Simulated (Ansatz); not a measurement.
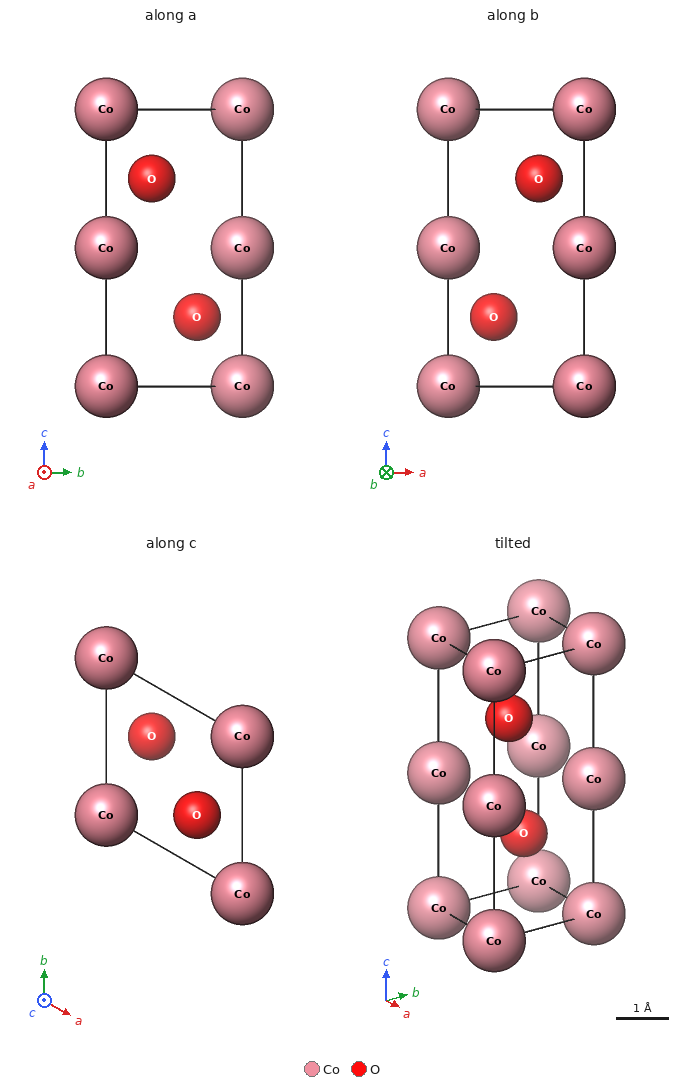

An orthographic spheres-only view of the structure, along the a axis, along the b axis, along the c axis and slightly off an axis. The edges of the conventional unit cell are marked.

Lattice parameters: a = 3.056 Å, b = 3.056 Å, c = 5.388 Å, α = 90.00°, β = 90.00°, γ = 120.00°. Put a along x and b in the xy plane.

Q: Put the structure into a POSCAR file.

A:
```
Co O
1.0
     3.056    0.000    0.000
    -1.528    2.647    0.000
     0.000    0.000    5.388
Co O
2 2
Direct
  0.0000 0.0000 0.0000
  0.0000 0.0000 0.5000
  0.3333 0.6667 0.2500
  0.6667 0.3333 0.7500
```

Origin of the cell: a structure type filled with these elements by a generator (whether the compound takes this form wasn't checked). Earlier steps of the study, as a rule a relaxation of our own, may have changed the cell and positions, so they can lie some per cent off the listed ones. It was set up as input for a calculation with Ansatz.
